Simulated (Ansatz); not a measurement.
## Electronic structure of Ga7P8 (cell with a defect) in real space

```
Ga P
1.0
     0.00000    5.50512   -5.50512
     5.50512    5.50512    0.00000
     5.50512    0.00000   -5.50512
Ga P
7 8
Direct
  0.49907 0.00093 0.99907
  0.00093 0.49907 0.99907
  0.00093 0.00093 0.99907
  0.49907 0.49907 0.50093
  0.49907 0.00093 0.50093
  0.00093 0.49907 0.50093
  0.00000 0.00000 0.50000
  0.37605 0.37605 0.37184
  0.37557 0.87481 0.37481
  0.87481 0.37557 0.37481
  0.87481 0.87481 0.37481
  0.37605 0.37605 0.87605
  0.37605 0.87184 0.87605
  0.87184 0.37605 0.87605
  0.87481 0.87481 0.87557
```

Spin-polarised.

Level of theory: Ansatz 0.2.0, DFT PBE, scalar-relativistic, plane waves, PAW.

Core electrons are frozen (PAW), and the valence fields are smoothed inside the atomic spheres.

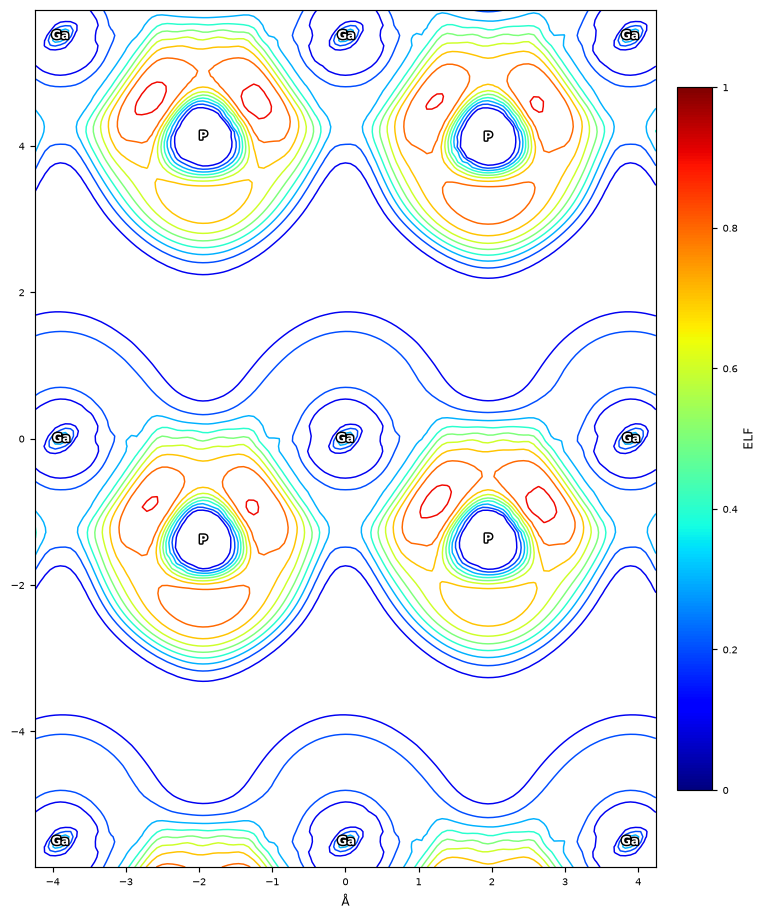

Figure 1. Electron localisation function on the (11̄0) plane of the calculation cell.

**What do the fields say about this system?**

- The plane passes through Ga and P nuclei.
- Ga–P (2.39 Å): the ELF peaks at about 0.90 in the valence shell of P, 0.9 Å from its nucleus, and is about 0.75 at the midpoint.

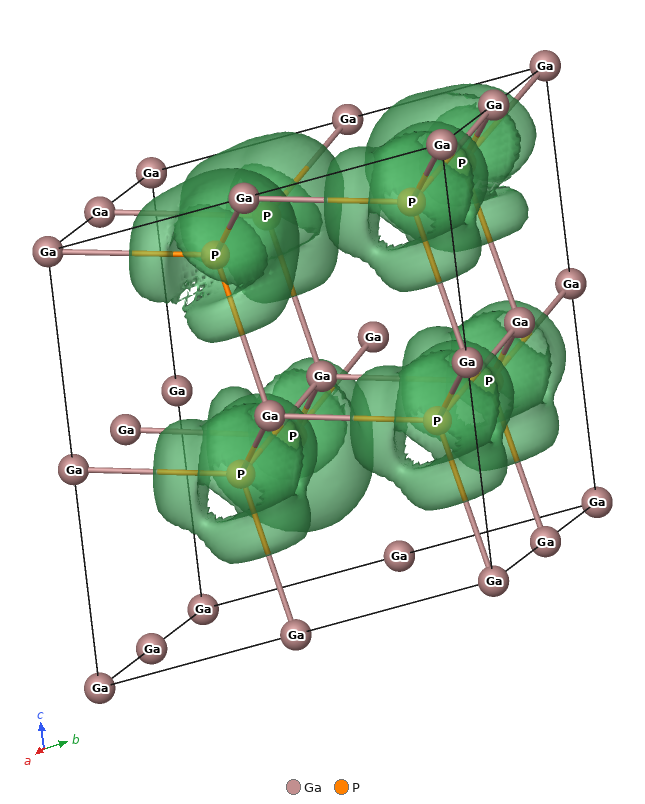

Figure 2. Isosurface of the electron localisation function at 0.75 (green), seen slightly off an axis. Only the valence region is drawn (cores and ρ < 0.01 e/Å³ removed). Sticks mark near contacts.

**Identify the bonds, lone pairs and shells in this picture.**

The surface consists of eight regions on P in which the atom's valence shell and bonds are merged, counted in one cell of 15 atoms. Regions shared between cells count once. Profiles from the grid: Ga–P (2.38 Å): the ELF peaks at about 0.90 in the valence shell of P, 0.9 Å from its nucleus, and is about 0.75 at the midpoint.

**Does the calculation make it a metal, or give it a gap?**

It is gapless in this calculation (a metal or semimetal).
